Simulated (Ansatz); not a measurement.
```xyz
2
Lattice="2.8871 0.0000 0.0000 0.0000 2.8871 0.0000 0.0000 0.0000 2.9764" Properties=species:S:1:pos:R:3 pbc="T T T"
Al    0.0000    0.0000    0.0000
Ru    1.4436    1.4436    1.4882
```

Space group P4/mmm; changed on purpose from its base cell (strain -0.030 along x and y, +0.000 along z, atoms carried along); computed pressure about 15 GPa in this cell; computed without spin polarisation.

The calculation used DFT PBEsol, scalar-relativistic, plane waves, PAW (Ansatz).

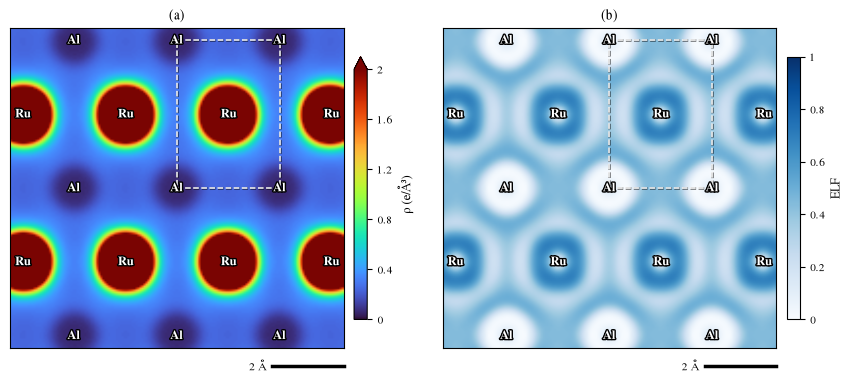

AlRu. (a) valence pseudo-density; (b) electron localisation function on the (101̄) plane of the conventional cell.

In a PAW calculation such maps are meaningful between the atoms, not at the nuclei.

Interpret the plot.

Answer.
- The section cuts through Al and Ru sites.
- Al–Ru (2.53 Å): the density is about 0.4 e/Å³ at the midpoint; the ELF is about 0.35 at the midpoint.
- Ru–Ru (2.89 Å): ρ at the midpoint is about 0.33 e/Å³; the ELF is about 0.35 at the midpoint.
- Al–Al (2.89 Å): ρ at the midpoint is about 0.23 e/Å³; the ELF is about 0.45 at the midpoint.
- Between the atoms the lowest density in this plane is 0.23 e/Å³.
- The features right at Ru lie inside the PAW spheres, where the map follows smoothed inner orbitals and isn't to be read closely.

Does the calculation make it a metal, or give it a gap?

Answer. It is gapless in this calculation (a metal or semimetal).
